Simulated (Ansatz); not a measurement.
**Run report: Mg8F15 (charge +1), single-point calculation (part 2 of 2)**

Continued. System: Mg8F15 (defect cell, 23 atoms in the cell, total charge +1). Method: DFT PBE, scalar-relativistic, plane waves, PAW, no spin polarisation (Ansatz 0.2.0); cutoff 420 eV, 4×4×4 k-mesh, Gaussian smearing of 0.05 eV. The structure derives from an entry of the Crystallography Open Database. It belongs to a series of runs on one base structure; here: half-way along the straight path, unrelaxed.

Geometry of the input (Å; fractional positions):
```
-4.6979  4.6979  0.0000
4.6979  4.6979  0.0000
0.0000  -4.6979  -6.1852
Mg 0.7500  0.7500  0.5000
Mg 0.5010  0.5010  0.0020
Mg 0.2500  0.2500  0.5000
Mg -0.0010  -0.0010  -0.0020
Mg 0.1091  0.6091  0.2181
Mg 0.8704  0.3704  0.7409
Mg 0.6296  0.1296  0.2591
Mg 0.3909  0.8909  0.7819
F  -0.0055  0.2953  -0.0111
F  0.7500  0.0510  0.5000
F  0.5055  0.8064  0.0111
F  0.4229  0.6254  0.2507
F  0.1789  0.3700  0.7400
F  0.9390  0.1300  0.2600
F  0.6722  0.8746  0.7493
F  0.2500  0.7500  0.5000
F  -0.0055  0.6936  -0.0111
F  0.7500  0.4490  0.5000
F  0.5055  0.2047  0.0111
F  0.8278  0.6254  0.2507
F  0.5610  0.3700  0.7400
F  0.3211  0.1300  0.2600
F  0.0771  0.8746  0.7493
```

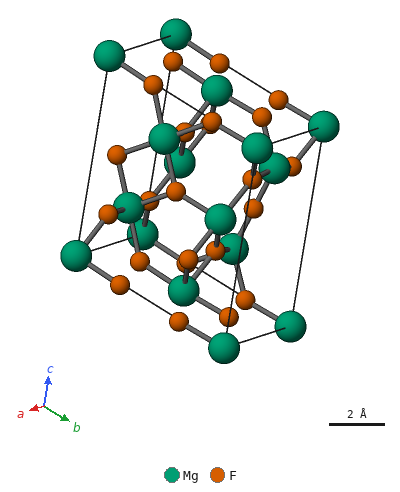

Fig. 1: The structure (ball-and-stick view of the cell of the calculation, seen slightly off an axis).

### Output, continued
```
  k-point 0: bands = ["-70.4254", "-69.1262", "-69.1247", "-69.0941", "-69.0941", "-68.7914", "-68.7342", "-68.7339", "-37.3017", "-37.1369", "-37.1317", "-35.9130", "-35.8927", "-35.8910", "-35.8867", "-35.8846", "-35.8786", "-35.8669", "-35.8668", "-35.8594", "-35.8591", "-35.8482", "-35.8482", "-35.5611", "-35.5544", "-35.5531", "-35.5524", "-35.5514", "-35.5276", "-35.5053", "-35.4638", "-35.4633", "-18.8817", "-18.5970", "-18.5234", "-18.3749", "-18.3699", "-18.3366", "-18.2925", "-18.1952", "-18.1701", "-18.1334", "-17.9743", "-17.8150", "-17.7158", "-17.6527", "-17.6189", "-2.0596", "-1.5731", "-1.4924", "-1.4463", "-1.3658", "-1.0756", "-1.0075", "-0.8007", "-0.6783", "-0.6715", "-0.4997", "-0.4803", "-0.4509", "-0.3895", "-0.2549", "-0.1710", "-0.1609", "-0.1378", "-0.1004", "0.1175", "0.2142", "0.2986", "0.3625", "0.3917", "0.4030", "0.4439", "0.4440", "0.5103", "0.5673", "0.6086", "0.7547", "0.8167", "0.8183", "0.8198", "0.9363", "1.0583", "1.0985", "1.1852", "1.2613", "1.3496", "1.3622", "1.3641", "1.6200", "1.7712", "1.8438", "7.7625", "10.8422", "11.3816", "12.2906", "12.8092", "12.9775", "13.4201", "13.4972", "13.5576", "13.5684", "13.6049", "14.0121", "14.0494", "14.7786", "15.1435", "15.3415", "16.5904", "16.8157", "16.8805", "16.9431", "17.0411", "17.1503", "17.1794"]
  k-point 1: bands = ["-70.4254", "-69.1262", "-69.1247", "-69.0941", "-69.0941", "-68.7914", "-68.7342", "-68.7339", "-37.3017", "-37.1369", "-37.1317", "-35.9130", "-35.8927", "-35.8910", "-35.8868", "-35.8846", "-35.8786", "-35.8669", "-35.8668", "-35.8596", "-35.8589", "-35.8483", "-35.8482", "-35.5611", "-35.5544", "-35.5531", "-35.5524", "-35.5514", "-35.5276", "-35.5054", "-35.4638", "-35.4633", "-18.8420", "-18.6499", "-18.5075", "-18.3838", "-18.3764", "-18.3351", "-18.3115", "-18.1851", "-18.1720", "-18.1314", "-17.9744", "-17.7879", "-17.7223", "-17.6530", "-17.6185", "-2.0029", "-1.7113", "-1.6584", "-1.5523", "-1.2285", "-0.9494", "-0.9241", "-0.8451", "-0.8215", "-0.4562", "-0.4119", "-0.3683", "-0.3635", "-0.3108", "-0.2762", "-0.2234", "-0.1671", "-0.1328", "-0.0982", "0.0903", "0.2166", "0.2607", "0.3184", "0.3300", "0.4002", "0.4346", "0.4405", "0.4554", "0.5059", "0.6081", "0.6703", "0.7497", "0.8566", "0.9725", "1.0165", "1.0446", "1.0671", "1.0967", "1.1756", "1.3721", "1.3733", "1.4327", "1.5941", "1.7331", "1.8332", "8.1215", "10.6217", "10.8455", "12.3044", "12.6035", "12.7959", "12.8664", "13.3618", "14.1067", "14.3899", "14.4223", "14.4236", "14.4416", "14.4479", "14.7633", "15.4518", "16.2738", "16.2890", "16.3559", "16.7352", "16.8627", "16.8829", "17.0916"]
  k-point 2: bands = ["-70.4254", "-69.1262", "-69.1247", "-69.0941", "-69.0941", "-68.7914", "-68.7342", "-68.7339", "-37.3017", "-37.1369", "-37.1317", "-35.9130", "-35.8928", "-35.8909", "-35.8867", "-35.8847", "-35.8786", "-35.8669", "-35.8668", "-35.8594", "-35.8591", "-35.8483", "-35.8482", "-35.5611", "-35.5544", "-35.5531", "-35.5524", "-35.5515", "-35.5276", "-35.5054", "-35.4638", "-35.4633", "-18.7622", "-18.7293", "-18.5120", "-18.3882", "-18.3777", "-18.3346", "-18.3338", "-18.1737", "-18.1710", "-18.1296", "-17.9744", "-17.7463", "-17.7457", "-17.6534", "-17.6181", "-1.8956", "-1.8045", "-1.7504", "-1.7130", "-1.1495", "-1.0628", "-0.8698", "-0.7022", "-0.6893", "-0.4415", "-0.4185", "-0.3578", "-0.2576", "-0.2523", "-0.1880", "-0.1675", "-0.0953", "-0.0897", "-0.0283", "-0.0173", "0.0804", "0.2117", "0.2191", "0.2660", "0.3237", "0.4247", "0.4734", "0.5024", "0.5317", "0.5371", "0.5484", "0.8775", "0.8797", "0.8956", "0.9182", "1.0215", "1.0585", "1.0950", "1.2538", "1.3370", "1.4188", "1.5398", "1.5530", "1.6606", "1.8198", "8.6640", "9.8949", "10.8412", "12.0013", "12.3905", "12.5196", "13.1778", "13.6742", "14.0865", "14.4085", "14.6686", "14.7483", "15.0419", "15.0790", "15.0884", "15.4677", "15.4841", "16.0222", "16.1447", "16.1471", "16.1586", "16.4757", "16.9523"]
  k-point 17: bands = ["-70.4254", "-69.1262", "-69.1247", "-69.0941", "-69.0941", "-68.7914", "-68.7342", "-68.7339", "-37.3018", "-37.1369", "-37.1317", "-35.9132", "-35.8926", "-35.8908", "-35.8871", "-35.8842", "-35.8782", "-35.8671", "-35.8671", "-35.8594", "-35.8587", "-35.8484", "-35.8483", "-35.5612", "-35.5543", "-35.5532", "-35.5525", "-35.5515", "-35.5274", "-35.5053", "-35.4640", "-35.4631", "-18.7200", "-18.5988", "-18.5470", "-18.5373", "-18.4010", "-18.2990", "-18.2469", "-18.2140", "-18.1908", "-18.1131", "-18.0529", "-17.7585", "-17.7502", "-17.6408", "-17.5902", "-1.5500", "-1.4232", "-1.3062", "-1.2766", "-1.2694", "-1.2442", "-1.0541", "-1.0476", "-1.0194", "-0.9102", "-0.7793", "-0.4636", "-0.3449", "-0.2923", "-0.2831", "-0.2215", "-0.1108", "-0.0965", "-0.0021", "0.0944", "0.1441", "0.1798", "0.3120", "0.4213", "0.4308", "0.5053", "0.5143", "0.5923", "0.6029", "0.6116", "0.6579", "0.8398", "0.8754", "0.9602", "0.9619", "0.9963", "0.9995", "1.1405", "1.2184", "1.2880", "1.4539", "1.4790", "1.4889", "1.5904", "1.6389", "9.4003", "9.8043", "11.0931", "11.2117", "12.3973", "12.4685", "12.6685", "12.6982", "14.6299", "14.6684", "14.9533", "14.9596", "14.9613", "15.4692", "15.8410", "15.9254", "16.1744", "16.6332", "16.6734", "16.6771", "16.9989", "17.1498", "17.2277"]
```

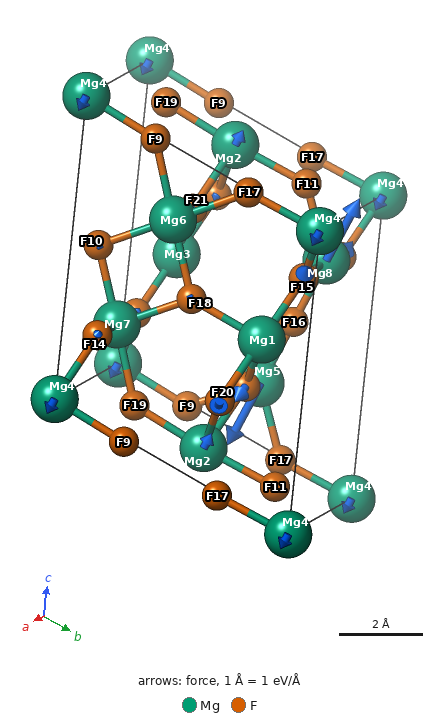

Fig. 2: Forces on the atoms as blue arrows (ball-and-stick view of the cell of the calculation, seen slightly off an axis; atoms are numbered from 1 in the order of the input); the smallest are left out. The largest act on Mg5, Mg8 (1.77 eV/Å); F12, F15, F20, F23 (0.60 eV/Å). The geometry is not a stationary point of this energy.

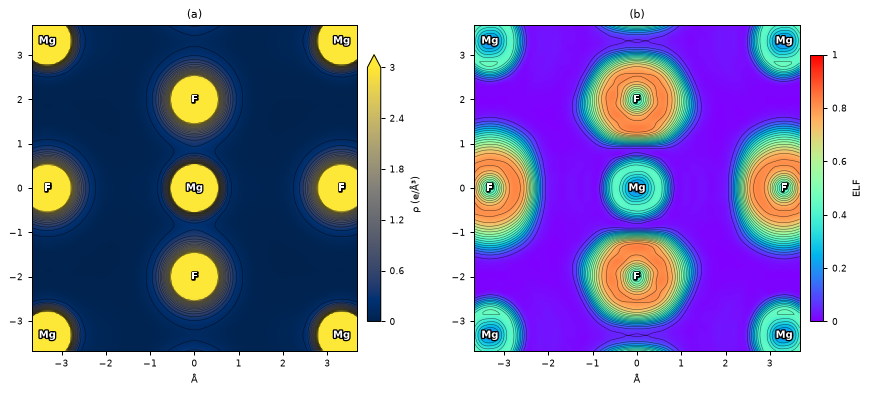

Fig. 3: (a) valence electron density; (b) ELF on the (001) plane of the calculation cell. The plane passes through Mg and F nuclei. Away from the nuclei the density in this plane falls to 0.007 e/Å³ at its lowest. The fields are those of the smooth PAW valence density.

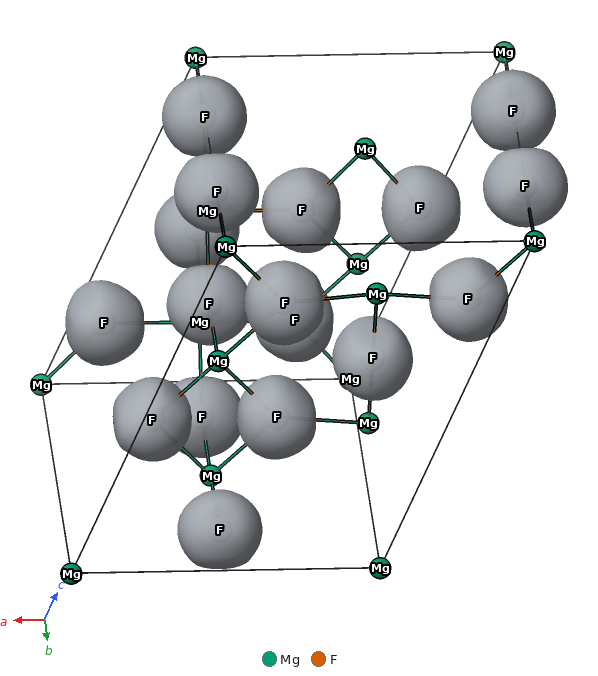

Fig. 4: Isosurface of the electron localisation function at 0.65 (grey), seen at an oblique angle. Only the valence region is drawn (cores and ρ < 0.01 e/Å³ removed). Sticks mark near contacts. The outline is the calculation cell. Profiles from the grid: Mg–F (1.74 Å): the ELF is about 0.25 at the midpoint. Mg–F (1.94 Å): the ELF is about 0.25 at the midpoint.

### Results in brief

| quantity | value |
| --- | --- |
| outcome | converged |
| electrons treated | 184 |
| free energy | −27558.5874 eV |
| Fermi energy | 4.803 eV |
| gap on the k-point mesh | 5.92 eV |
| pressure | 4.26 GPa |
| largest force (length of the vector) | 1.773 eV/Å |
| hardware | 4 threads of Arm Neoverse V2, 24 GiB of memory available, shared host |
| wall time | 12 s (CPU time 46 s) |
| peak memory | 1.1 GiB |

### Notes

Warnings of the run: the structure was made exactly symmetric.
